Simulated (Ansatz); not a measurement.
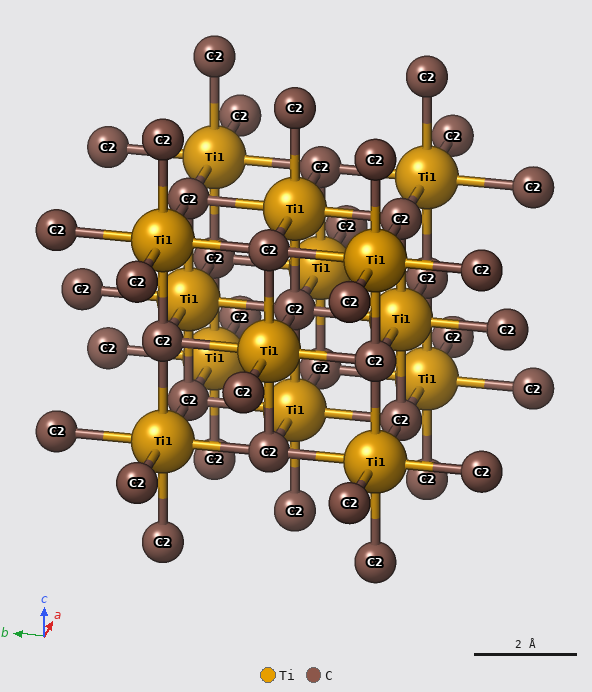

The starting point is a symmetric starting cell of TiC. Style: ball-and-stick. Shown: the conventional cell (4 times the calculation's cell), from a free direction. Lengths and directions refer to the drawn axes.

Computed with DFT PBE, scalar-relativistic, plane waves, PAW (Ansatz 0.2.0). (plane-wave cutoff 420 eV; k-point mesh 14 × 14 × 14; occupations gaussian; smearing width 0.1 eV; no spin polarisation)

Now this is done to it. Atoms are displaced by 0.05 Å: C2 0.05 Å along −b, Ti1 0.05 Å along +b. No relaxation follows. The starting cell wasn't computed here and needn't be at equilibrium, so pressure and forces aren't due to the change alone.

What does the calculation give for the changed structure?

Answer. The pressure is 1.8 GPa (not all of it need come from the change, since the unchanged cell can be under pressure at this level too). The principal stresses (compression positive) are 3.3 GPa along b and 1.1 GPa across it. The largest forces, 0.82 eV/Å, act on Ti1 and C2; on C2 it points along +b. The forces point straight back along the displacements (cosine −1.00). Among the bonded contacts that change: C–Ti 2.164 → 2.074 to 2.254 Å. The space group (tolerance 0.01 Å) goes from Fm-3m (No. 225) to I4mm (No. 107).
